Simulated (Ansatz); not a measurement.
# VN (Fm-3m): one cell, several starts and searches

Task: run VN (Fm-3m) at one cell with other searches of states, and compare the ends. Cell and atoms stay fixed.

Method: DFT PBE without U, plane waves, PAW, in Ansatz 0.2.0.

8 further runs of the same task are left out: 8 that didn't finish.

## (1) The system as given

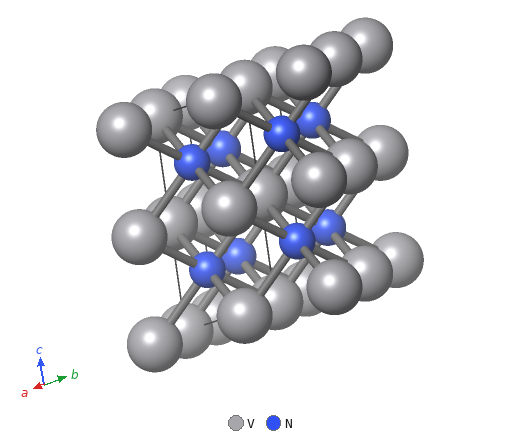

The starting structure, seen slightly off an axis (vanadium grey, nitrogen blue). 2×2×1 cells are drawn. Atoms on the faces are drawn again on the opposite ones.

As a file:

```xyz
4
Lattice="0.0000 2.0640 2.0640 2.0640 0.0000 2.0640 4.1280 4.1280 0.0000" Properties=species:S:1:pos:R:3 pbc="T T T"
V     0.0000    0.0000    0.0000
N     2.0640    2.0640    2.0640
V     2.0640    2.0640    0.0000
N     4.1280    4.1280    2.0640
```

Magnetic order typed: antiferromagnetic, doubled cell 0 0 1/2.

The runs: from atoms, symmetry kept, no search; from atoms, default search; random orbitals: single harmonics, second filling.

## (2) From atoms, symmetry kept, no search

Input file input.yaml:

```yaml
crystal:
  lattice:
    - [0.0, 2.06400093, 2.06400093]
    - [2.06400093, 0.0, 2.06400093]
    - [4.12800186, 4.12800186, 0.0]
  atoms:
    - { symbol: V, position: [0.0, 0.0, 0.0], spin: 2.0, spin_axis: [0.0, 0.0, 1.0] }
    - { symbol: "N", position: [0.5, 0.5, 0.25] }
    - { symbol: V, position: [0.0, 0.0, 0.5], spin: 2.0, spin_axis: [0.0, 0.0, -1.0] }
    - { symbol: "N", position: [0.5, 0.5, 0.75] }
basis:
  ecutwfc: 420
  ecutrho_ratio: 4
kpoints:
  mp_grid: { grid: [8, 8, 8] }
hamiltonian:
  xc: pbe
scf:
  occupations: { method: gaussian, width: 0.05 }
  lower_state_search: "off"
  max_iter: 150
output:
  forces: true
  stress: true
  eigenvalues: true
  populations: true
  hubbard: { sites: [{ site: 0, l: d }, { site: 2, l: d }] }
magnetization:
  noncollinear: true
  spin_orbit: true
```

This run includes spin–orbit coupling.

Command:

```
ansatz run input.yaml --threads 4 --pin off --max-ram 6144MiB --backend cpu --events-out ev --progress --plain --runs-dir out
```

The log of the run, shortened:

```text
Warning: output.stress: scf.convergence.dr2_threshold = 1e-7 eV (the SCF's general default) is looser than the 4e-10 eV advised for a printed stress (1e-10 eV for each atom of the cell: 4). What an SCF threshold leaves in a stress goes as its square root, and in the free energy as the [...]
Warning: RAYON_NUM_THREADS=4 ignored (pool sized by the plan → 4); use --threads N
[...]
Pseudopotentials: kind: paw_fr
Pseudopotential: V, paw_fr, valence charge 13, recommended cutoff 420 eV (normal), V.paw.azcp#standard-fr
Pseudopotential: N, paw_fr, valence charge 5, recommended cutoff 420 eV (normal), N.paw.azcp#standard-fr
Functional definition: PBE
[...]
Crystal: 4 atoms, lattice volume = 35.171 Å³
Basis set: ecut = 420 eV, 675 PW (Γ), exchange–correlation on 40×40×80 points (8 copies of the dense FFT grid, shifted against one another)
Bands: 44, of which v1, the nominal top of the filled ones, is band 36 counted from 1 (35 counted from 0)
Symmetry: 4 space group operations + 4 with time reversal
Magnetic group: BNS 15.90 (UNI 97), of the structure as read, at distance tolerance 3.3e-5 Å
k-points: 150 of 512
Projection manifold: j_resolved (fully-relativistic pseudo-atomic orbitals)
[...]
Starting moments: Σ|m| = 4 μB on 2 of 4 sites
[...]
SCF iter   1: F=—  HF=-6596.556927 eV  |F-HF|=—  |Δ(HF+E_count)|=         —  Δρ=1.33e-1  dr2=1.91e0  dr2_m=1.43e0  ethr=3.10e-3  |M|=4.64e-18 ∫|m|=2.44e0 μB  |m|>n=0.0e0 m-floor=0.0e0 τ_xc=1.6e-15 mc-row=0.0e0 uncertified=8  β_m=0.30  ⟨swp⟩=3.9  Hψ=25751  notcnv=0
[...]
spin=Noncollinear: Kerker preconditioning applied to the charge; magnetization (m_x, m_y, m_z) channels mix plain (no charge-response kernel on spin).
[...]
WARN: the starting moments were not kept: the SCF closed with an absolute magnetisation of 9.1e-5 μB, where they sum to 4 μB in size (2 sites). That is at most 0.1 of that sum. Measured as dr2_m measures the in/out step, that magnetisation stands 3.2e-9 eV from none, at or under the [...]
Absolute magnetization: 0.0001 μB (∫|m|, with the PAW one-centre terms)
  site 0: m = (-0.0000, -0.0000, -0.0000) μB, |m| = 0.0000 μB  (R = 0.85 Å)
  site 1: m = (+0.0000, +0.0000, +0.0000) μB, |m| = 0.0000 μB  (R = 0.85 Å)
  site 2: m = (+0.0000, +0.0000, +0.0000) μB, |m| = 0.0000 μB  (R = 0.85 Å)
  site 3: m = (-0.0000, +0.0000, -0.0000) μB, |m| = 0.0000 μB  (R = 0.85 Å)
Free energy (F): -6596.891224 eV
[...]
E sigma→0 (E₀):  -6596.888122 eV
Entropy (-TS):   -0.006204 eV (-1.551 meV/atom)
Fermi energy:    18.415209 eV
[...]
--- Forces (eV/Å), atoms counted from 1 ---
  atom   1  V     -0.00000000    -0.00000000     0.00000000
  atom   2  N     -0.00000000    -0.00000000     0.00000000
  atom   3  V      0.00000000    -0.00000000     0.00000000
  atom   4  N     -0.00000000    -0.00000000     0.00000000
[...]
--- Stress (GPa, compression-positive) ---
       -2.623529       0.788972      -0.788971
        0.788972      -2.623529      -0.788971
       -0.788971      -0.788971      -2.623529
  P = ⅓ Tr σ = -2.6235 GPa (-26.235 kbar)
--- Band table (eV; the first three rows and the last of 150) ---
[...]
--- Löwdin populations: 4 sites ---
  site symbol       q [e]
     0      V     12.1202
     1      N      5.8029
     2      V     12.1202
     3      N      5.8029
  spilling = 0.004274 (of n_electrons = 36.000000)
--- Occupation matrices: 2 shells (Löwdin-built; ε = 2.00e-2, provisional) ---
  V0 d_3D: site group Oh (m-3m); on the run's cell D3d (-3m)
  V0 d_3D spinor Tr n = 3.7575  λ = 0.320 0.320 0.320 0.320 0.407 0.407 0.416 0.416 0.416 0.416  [4× z2 0.50 (Eg 1.00) G3/2g(1.00)/E1/2g(0.50) | 6× xz 0.33 (T2g 1.00) G3/2g(0.67)/E1/2g(0.67)]
  V2 d_3D: site group Oh (m-3m); on the run's cell D3d (-3m)
  V2 d_3D spinor Tr n = 3.7575  λ = 0.320 0.320 0.320 0.320 0.407 0.407 0.416 0.416 0.416 0.416  [4× z2 0.50 (Eg 1.00) G3/2g(1.00)/E1/2g(0.50) | 6× xz 0.33 (T2g 1.00) G3/2g(0.67)/E1/2g(0.67)]
  Tr n, λ and their labels are of the run-group-symmetrised matrices; stabiliser: 48 of 48 elements of G0×{1,Θ} (closed), max defect 3.5e-5 at τ = 4.2e-3
```

Run time: 41 s. Hardware: 4 threads of Intel Xeon Platinum 8223CL at 3.00GHz (Skylake/Cascade Lake), shared host; peak memory 0.93 GiB.

End state: no gap, pressure -2.6 GPa, no moment over 0.05 μB in any sphere, largest force component 0.00 eV/Å, 4 symmetry operations imposed.

How the shells are filled (orbitals counted by the eigenvalues of the occupation matrices):

| shell | channel | electrons | over 0.8 | 0.2 to 0.8 | under 0.2 |
| --- | --- | --- | --- | --- | --- |
| V 3d (atom 1) | both spins | 3.76 | 0 | 10 | 0 |

## (3) From atoms, default search

Changes to input.yaml since step 2:

```diff
@@ -19,4 +19,2 @@
   occupations: { method: gaussian, width: 0.05 }
-  lower_state_search: "off"
-  max_iter: 150
 output:
@@ -27,2 +25,6 @@
   hubbard: { sites: [{ site: 0, l: d }, { site: 2, l: d }] }
+  write_density: true
+  write_potential: true
+  elf: true
+  volumetric_format: npy
 magnetization:
```

This run includes spin–orbit coupling.

Command:

```
ansatz run input.yaml --threads 4 --pin off --max-ram 6144MiB --backend cpu --events-out ev --progress --plain --runs-dir out
```

The log of the run, shortened:

```text
Warning: output.stress: scf.convergence.dr2_threshold = 1e-7 eV (the SCF's general default) is looser than the 4e-10 eV advised for a printed stress (1e-10 eV for each atom of the cell: 4). What an SCF threshold leaves in a stress goes as its square root, and in the free energy as the [...]
Warning: RAYON_NUM_THREADS=4 ignored (pool sized by the plan → 4); use --threads N
[...]
[... 4 set-up lines as earlier in the session ...]
[...]
Crystal: 4 atoms, lattice volume = 35.171 Å³
Basis set: ecut = 420 eV, 675 PW (Γ), exchange–correlation on 40×40×80 points (8 copies of the dense FFT grid, shifted against one another)
Bands: 44, of which v1, the nominal top of the filled ones, is band 36 counted from 1 (35 counted from 0)
[... 1 set-up line as earlier in the session ...]
Magnetic group: BNS 15.90 (UNI 97), of the structure as read, at distance tolerance 3.3e-5 Å
k-points: 150 of 512
Projection manifold: j_resolved (fully-relativistic pseudo-atomic orbitals)
[...]
WARN: the starting moments were not kept: the SCF closed with an absolute magnetisation of 1.1e-4 μB, where they sum to 4 μB in size (2 sites). That is at most 0.1 of that sum. Measured as dr2_m measures the in/out step, that magnetisation stands 4.7e-9 eV from none, at or under the [...]
  atom   2  N     -0.00000000     0.00000000     0.00000000
  atom   3  V      0.00000000     0.00000000     0.00000000
  atom   4  N      0.00000000     0.00000000     0.00000000
[...]
--- Stress (GPa, compression-positive) ---
       -2.623518       0.788971      -0.788971
        0.788971      -2.623518      -0.788971
       -0.788971      -0.788971      -2.623518
  P = ⅓ Tr σ = -2.6235 GPa (-26.235 kbar)
--- Band table (eV; the first three rows and the last of 150) ---
[...]
--- Löwdin populations: 4 sites ---
  site symbol       q [e]
     0      V     12.1202
     1      N      5.8029
     2      V     12.1202
     3      N      5.8029
  spilling = 0.004274 (of n_electrons = 36.000000)
--- Occupation matrices: 2 shells (Löwdin-built; ε = 2.00e-2, provisional) ---
  V0 d_3D: site group Oh (m-3m); on the run's cell D3d (-3m)
  V0 d_3D spinor Tr n = 3.7575  λ = 0.320 0.320 0.320 0.320 0.407 0.407 0.416 0.416 0.416 0.416  [4× z2 0.50 (Eg 1.00) G3/2g(1.00)/E1/2g(0.50) | 6× xz 0.33 (T2g 1.00) G3/2g(0.67)/E1/2g(0.67)]
  V2 d_3D: site group Oh (m-3m); on the run's cell D3d (-3m)
  V2 d_3D spinor Tr n = 3.7575  λ = 0.320 0.320 0.320 0.320 0.407 0.407 0.416 0.416 0.416 0.416  [4× z2 0.50 (Eg 1.00) G3/2g(1.00)/E1/2g(0.50) | 6× xz 0.33 (T2g 1.00) G3/2g(0.67)/E1/2g(0.67)]
  Tr n, λ and their labels are of the run-group-symmetrised matrices; stabiliser: 48 of 48 elements of G0×{1,Θ} (closed), max defect 4.2e-5 at τ = 4.2e-3
```

Run time: 44 s. Hardware: 4 threads of Intel Xeon Platinum 8223CL at 3.00GHz (Skylake/Cascade Lake), shared host; peak memory 0.93 GiB.

It ends with no gap, pressure -2.6 GPa, no moment over 0.05 μB in any sphere, largest force component 0.00 eV/Å, 4 symmetry operations imposed.

How the shells are filled (orbitals counted by the eigenvalues of the occupation matrices):

| shell | channel | electrons | over 0.8 | 0.2 to 0.8 | under 0.2 |
| --- | --- | --- | --- | --- | --- |
| V 3d (atom 1) | both spins | 3.76 | 0 | 10 | 0 |

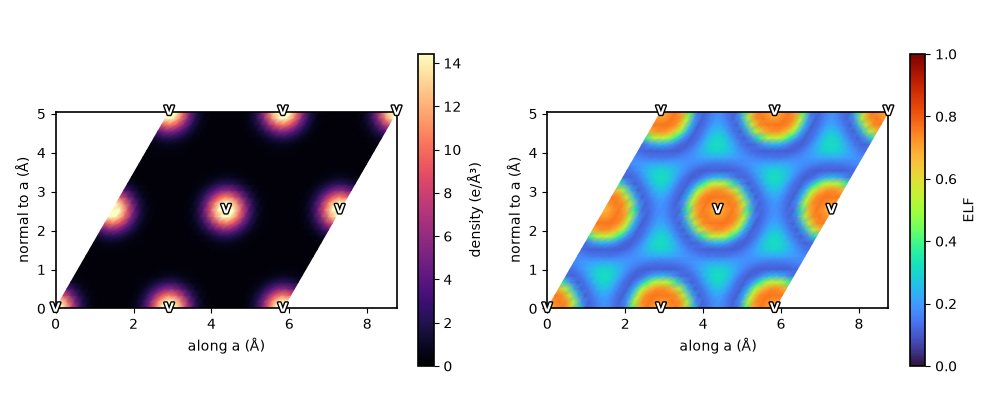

Density (left) and ELF (right) in a lattice plane of the grid's cell (edges 2.92 and 5.84 Å, at 0.000 of the third edge), which holds V. Only atoms in the plane are labelled; the density scale stops at 14.42 e/Å³. Both are smooth fields of the valence electrons: close to the nuclei they are not physical.

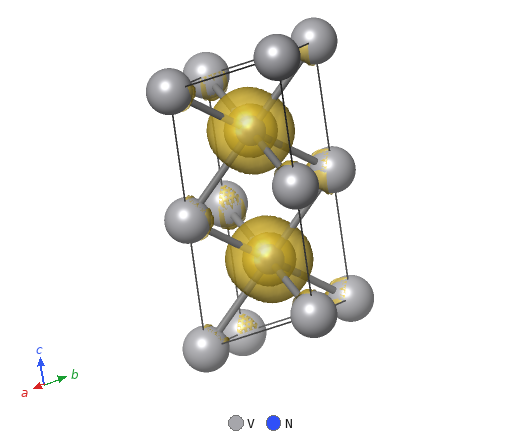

Surface of ELF = 0.75, drawn in one cell.

Outside the cores ELF peaks at 0.81 in the shell around N, 0.6 Å from N.

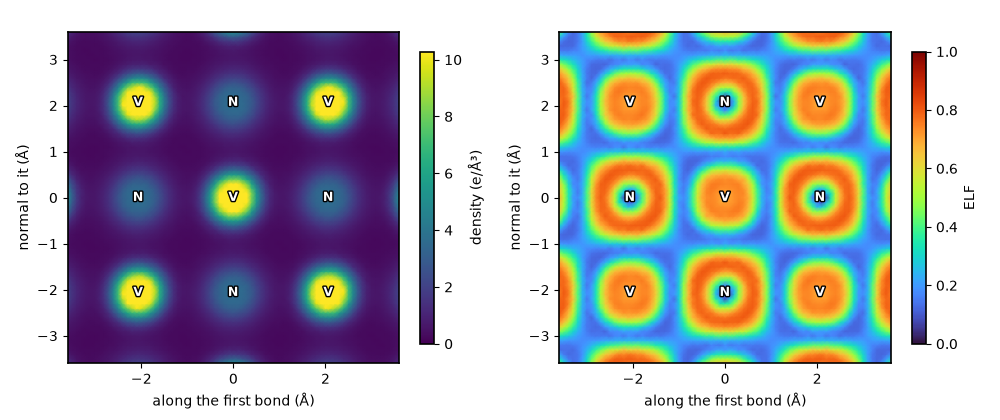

Density and ELF in the plane through atom 1 (V) and two of its nearest N neighbours; the density scale stops at 10.29 e/Å³.

## (4) Random orbitals: single harmonics, second filling

Input file input.yaml:

```yaml
crystal:
  lattice:
    - [0.0, 2.06400093, 2.06400093]
    - [2.06400093, 0.0, 2.06400093]
    - [4.12800186, 4.12800186, 0.0]
  atoms:
    - { symbol: V, position: [0.0, 0.0, 0.0], spin: 0.3, spin_axis: [0.0, 0.0, 1.0] }
    - { symbol: "N", position: [0.5, 0.5, 0.25] }
    - { symbol: V, position: [0.0, 0.0, 0.5], spin: 0.3, spin_axis: [0.0, 0.0, -1.0] }
    - { symbol: "N", position: [0.5, 0.5, 0.75] }
basis:
  ecutwfc: 420
  ecutrho_ratio: 4
kpoints:
  mp_grid: { grid: [8, 8, 8] }
hamiltonian:
  xc: pbe
  hubbard:
    sites:
      - { site: 0, l: d, u_eff: 0.0, starting_ns: [{ occupation_matrix: s0 }] }
      - { site: 2, l: d, u_eff: 0.0, starting_ns: [{ occupation_matrix: s2 }] }
    occupation_matrices:
      s0:
        spinor_matrix:
          - [[0.02, 0.0], [0.0, 0.0], [0.0, 0.0], [0.0, 0.0], [0.0, 0.0], [0.0, 0.0], [0.0, 0.0], [0.0, 0.0], [0.0, 0.0], [0.0, 0.0]]
          - [[0.0, 0.0], [0.02, 0.0], [0.0, 0.0], [0.0, 0.0], [0.0, 0.0], [0.0, 0.0], [0.0, 0.0], [0.0, 0.0], [0.0, 0.0], [0.0, 0.0]]
          - [[0.0, 0.0], [0.0, 0.0], [0.97, 0.0], [0.0, 0.0], [0.0, 0.0], [0.0, 0.0], [0.0, 0.0], [0.0, 0.0], [0.0, 0.0], [0.0, 0.0]]
          - [[0.0, 0.0], [0.0, 0.0], [0.0, 0.0], [0.02, 0.0], [0.0, 0.0], [0.0, 0.0], [0.0, 0.0], [0.0, 0.0], [0.0, 0.0], [0.0, 0.0]]
          - [[0.0, 0.0], [0.0, 0.0], [0.0, 0.0], [0.0, 0.0], [0.02, 0.0], [0.0, 0.0], [0.0, 0.0], [0.0, 0.0], [0.0, 0.0], [0.0, 0.0]]
          - [[0.0, 0.0], [0.0, 0.0], [0.0, 0.0], [0.0, 0.0], [0.0, 0.0], [0.97, 0.0], [0.0, 0.0], [0.0, 0.0], [0.0, 0.0], [0.0, 0.0]]
          - [[0.0, 0.0], [0.0, 0.0], [0.0, 0.0], [0.0, 0.0], [0.0, 0.0], [0.0, 0.0], [0.02, 0.0], [0.0, 0.0], [0.0, 0.0], [0.0, 0.0]]
          - [[0.0, 0.0], [0.0, 0.0], [0.0, 0.0], [0.0, 0.0], [0.0, 0.0], [0.0, 0.0], [0.0, 0.0], [0.02, 0.0], [0.0, 0.0], [0.0, 0.0]]
          - [[0.0, 0.0], [0.0, 0.0], [0.0, 0.0], [0.0, 0.0], [0.0, 0.0], [0.0, 0.0], [0.0, 0.0], [0.0, 0.0], [0.02, 0.0], [0.0, 0.0]]
          - [[0.0, 0.0], [0.0, 0.0], [0.0, 0.0], [0.0, 0.0], [0.0, 0.0], [0.0, 0.0], [0.0, 0.0], [0.0, 0.0], [0.0, 0.0], [0.02, 0.0]]
      s2:
        spinor_matrix:
          - [[0.02, 0.0], [0.0, 0.0], [0.0, 0.0], [0.0, 0.0], [0.0, 0.0], [0.0, 0.0], [0.0, 0.0], [0.0, 0.0], [0.0, 0.0], [0.0, 0.0]]
          - [[0.0, 0.0], [0.97, 0.0], [0.0, 0.0], [0.0, 0.0], [0.0, 0.0], [0.0, 0.0], [0.0, 0.0], [0.0, 0.0], [0.0, 0.0], [0.0, 0.0]]
          - [[0.0, 0.0], [0.0, 0.0], [0.02, 0.0], [0.0, 0.0], [0.0, 0.0], [0.0, 0.0], [0.0, 0.0], [0.0, 0.0], [0.0, 0.0], [0.0, 0.0]]
          - [[0.0, 0.0], [0.0, 0.0], [0.0, 0.0], [0.02, 0.0], [0.0, 0.0], [0.0, 0.0], [0.0, 0.0], [0.0, 0.0], [0.0, 0.0], [0.0, 0.0]]
          - [[0.0, 0.0], [0.0, 0.0], [0.0, 0.0], [0.0, 0.0], [0.02, 0.0], [0.0, 0.0], [0.0, 0.0], [0.0, 0.0], [0.0, 0.0], [0.0, 0.0]]
          - [[0.0, 0.0], [0.0, 0.0], [0.0, 0.0], [0.0, 0.0], [0.0, 0.0], [0.02, 0.0], [0.0, 0.0], [0.0, 0.0], [0.0, 0.0], [0.0, 0.0]]
          - [[0.0, 0.0], [0.0, 0.0], [0.0, 0.0], [0.0, 0.0], [0.0, 0.0], [0.0, 0.0], [0.97, 0.0], [0.0, 0.0], [0.0, 0.0], [0.0, 0.0]]
          - [[0.0, 0.0], [0.0, 0.0], [0.0, 0.0], [0.0, 0.0], [0.0, 0.0], [0.0, 0.0], [0.0, 0.0], [0.02, 0.0], [0.0, 0.0], [0.0, 0.0]]
          - [[0.0, 0.0], [0.0, 0.0], [0.0, 0.0], [0.0, 0.0], [0.0, 0.0], [0.0, 0.0], [0.0, 0.0], [0.0, 0.0], [0.02, 0.0], [0.0, 0.0]]
          - [[0.0, 0.0], [0.0, 0.0], [0.0, 0.0], [0.0, 0.0], [0.0, 0.0], [0.0, 0.0], [0.0, 0.0], [0.0, 0.0], [0.0, 0.0], [0.02, 0.0]]
    ns_hold: { iters: 5 }
scf:
  occupations: { method: gaussian, width: 0.05 }
  lower_state_search: "off"
  max_iter: 150
output:
  forces: true
  stress: true
  eigenvalues: true
  populations: true
  hubbard: { sites: [{ site: 0, l: d }, { site: 2, l: d }] }
magnetization:
  noncollinear: true
  spin_orbit: true
```

The typed matrices put 0.97 on the chosen orbitals and 0.02 on the others, and are held for 5 cycles. This run includes spin–orbit coupling.

Command:

```
ansatz run input.yaml --threads 4 --pin off --max-ram 6144MiB --backend cpu --events-out ev --progress --plain --runs-dir out
```

The log of the run, shortened:

```text
Warning: crystal.symmetry: narrowed to the stabiliser of the occupation matrices — unitary ops 4 → 2, anti-unitary 4 → 0; lowered by the specified shells (site 0, l: d), (site 2, l: d); largest admitted image defect 4.4e-16, smallest excluded 9.5e-1 — at a splitting's scale: the group the [...]
Warning: output.stress: scf.convergence.dr2_threshold = 1e-7 eV (the SCF's general default) is looser than the 4e-10 eV advised for a printed stress (1e-10 eV for each atom of the cell: 4). What an SCF threshold leaves in a stress goes as its square root, and in the free energy as the [...]
Warning: RAYON_NUM_THREADS=4 ignored (pool sized by the plan → 4); use --threads N
V: projections on atomic orbitals take those of the free atom [Ne] 3s2 3p6 3d3 4s2, of charge +0.00 (hamiltonian.pseudopotentials.projection_atoms); the dataset's partial waves leave at most 4.1e-10 of an orbital's norm unspanned inside its sphere
N: projections on atomic orbitals take those of the free atom [He] 2s2 2p3, of charge +0.00 (hamiltonian.pseudopotentials.projection_atoms); the dataset's partial waves leave at most 3.0e-12 of an orbital's norm unspanned inside its sphere
[...]
[... 2 set-up lines as earlier in the session ...]
[...]
WARN: hamiltonian.hubbard: on 2 of 2 specified blocks the occupation matrix of this SCF's result fails the test of the specified filling. At site 0 (sites count from 0 in the list of atoms of the cell that this SCF solves) the least filled combination of the orbitals specified full has [...]
--- Stress (GPa, compression-positive) ---
       -2.622375       0.784769      -0.784761
        0.784770      -2.622384      -0.784751
       -0.784761      -0.784751      -2.622066
  P = ⅓ Tr σ = -2.6223 GPa (-26.223 kbar)
--- Band table (eV; the first three rows and the last of 260) ---
[...]
Occupation matrices written to <dir>
--- Löwdin populations: 4 sites ---
  site symbol       q [e]
     0      V     12.1218
     1      N      5.8015
     2      V     12.1218
     3      N      5.8015
  spilling = 0.004259 (of n_electrons = 36.000000)
--- Occupation matrices: 2 shells (run DFT+U table (all-electron-ortho-atomic); ε = 2.00e-2, provisional) ---
  V0 d_3D: site group Oh (m-3m); on the run's cell D3d (-3m)
  V0 d_3D spinor Tr n = 3.7411  λ = 0.316 0.316 0.318 0.318 0.404 0.406 0.411 0.415 0.417 0.419  [4× x2-y2 0.50 (Eg 1.00) G3/2g(1.00)/E3/2g(0.50) | 6× xy 0.33 (T2g 1.00) G3/2g(0.67)/E1/2g(0.67)]
  specified occupation → V0 d_3D spinor: matrix, ‖Δ‖_F = 1.3290, Tr Δ = -1.6411, displaced = 2.0287, d_λ = 1.2522; orbital distance = 1.4141
  V2 d_3D: site group Oh (m-3m); on the run's cell D3d (-3m)
  V2 d_3D spinor Tr n = 3.7411  λ = 0.316 0.316 0.318 0.318 0.404 0.406 0.411 0.415 0.417 0.419  [4× x2-y2 0.50 (Eg 1.00) G3/2g(1.00)/E3/2g(0.50) | 6× xy 0.33 (T2g 1.00) G3/2g(0.67)/E1/2g(0.67)]
  specified occupation → V2 d_3D spinor: matrix, ‖Δ‖_F = 1.2613, Tr Δ = -1.6411, displaced = 1.9365, d_λ = 1.2522; orbital distance = 1.1552
  Tr n, λ and their labels are of the run-group-symmetrised matrices; stabiliser: 8 of 48 elements of G0×{1,Θ} (closed), max defect 2.5e-4 at τ = 4.2e-3
```

It took 2.5 min on 4 threads of Intel Xeon Platinum 8223CL at 3.00GHz (Skylake/Cascade Lake), shared host; peak memory 1.7 GiB.

It ends with no gap, pressure -2.6 GPa, no moment over 0.05 μB in any sphere, largest force component 0.00 eV/Å, 2 symmetry operations imposed. The program reports that the typed filling wasn't kept.

How the shells are filled (orbitals counted by the eigenvalues of the occupation matrices):

| shell | channel | electrons | over 0.8 | 0.2 to 0.8 | under 0.2 |
| --- | --- | --- | --- | --- | --- |
| V 3d (atom 1) | both spins | 3.74 | 0 | 10 | 0 |

## (5) All runs side by side

Energies count from the lowest free state with spin–orbit coupling and have the smearing extrapolated to zero.

| start | energy (meV/atom) | gap (eV) | pressure (GPa) | largest moment (μB) | SCF cycles | time |
| --- | --- | --- | --- | --- | --- | --- |
| random orbitals: single harmonics, second filling | 0.0 | metal | -2.6 | 0.02 | 43 | 2.5 min |
| from atoms, symmetry kept, no search | 0.0 | metal | -2.6 | 0.00 | 24 | 41 s |
| from atoms, default search | 0.0 | metal | -2.6 | 0.00 | 24 | 44 s |

The 3 free runs with spin–orbit coupling end within about 1 meV/atom of each other. The run with the program's default settings reaches the lowest one found. With U = 0 the typed occupations steer only the first cycles. The lowest state found need not be the ground state, and the geometry wasn't relaxed for any of them.
